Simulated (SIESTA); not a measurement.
System: Sb, space group P6_3/mmc (No. 194).

The given structure:
```xyz
2
Lattice="3.3545 0.0000 0.0000 -1.6773 2.9051 0.0000 0.0000 0.0000 5.4702" Properties=species:S:1:pos:R:3 pbc="T T T"
Sb    1.6773    0.9684    4.1026
Sb    0.0000    1.9367    1.3675
```

Calculation (SIESTA 5.4.2): DFT in numerical atomic orbitals with pseudopotentials, no spin polarisation; energies at scaled volumes of the given cell, shape and fractions fixed, counted from the fit's minimum, third-order Birch-Murnaghan fit. Level: PBEsol.

```
         setting                                                                     value
          k mesh                                                                     9×9×5
     occupations                                                               Fermi–Dirac
  smearing width                                                                   0.05 eV
      potentials  PseudoDojo 0.4 standard, converted to PSML, two zetas on semicore shells
program settings                                             basis DZP, mesh cutoff 500 Ry
```

What does the calculation give for the energy and pressure against volume? The volume takes the values 25.05, 25.59, 26.12, 26.65, 27.19, 27.72, 28.25 Å³/atom.

A third-order Birch–Murnaghan fit gives V0 = 26.78 Å³/atom, B0 = 67.4 GPa and B′ = 4.5. The energy is 26.48 meV/atom at volume 25.05 Å³/atom and 15.47 meV/atom at 28.25 Å³/atom; the lowest computed point is at volume 26.65 Å³/atom (0.18 meV/atom), in a single well. The pressure falls from 5.29 GPa at volume 25.05 Å³/atom to −3.23 GPa at 28.25 Å³/atom, and changes sign near 26.80 Å³/atom.

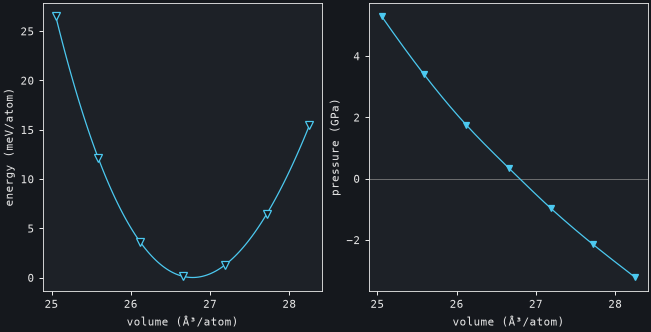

Limits of the calculation: mulliken charges of long orbitals; shape and atomic fractions are frozen while scaling, which makes layered, chain and framework solids too stiff.
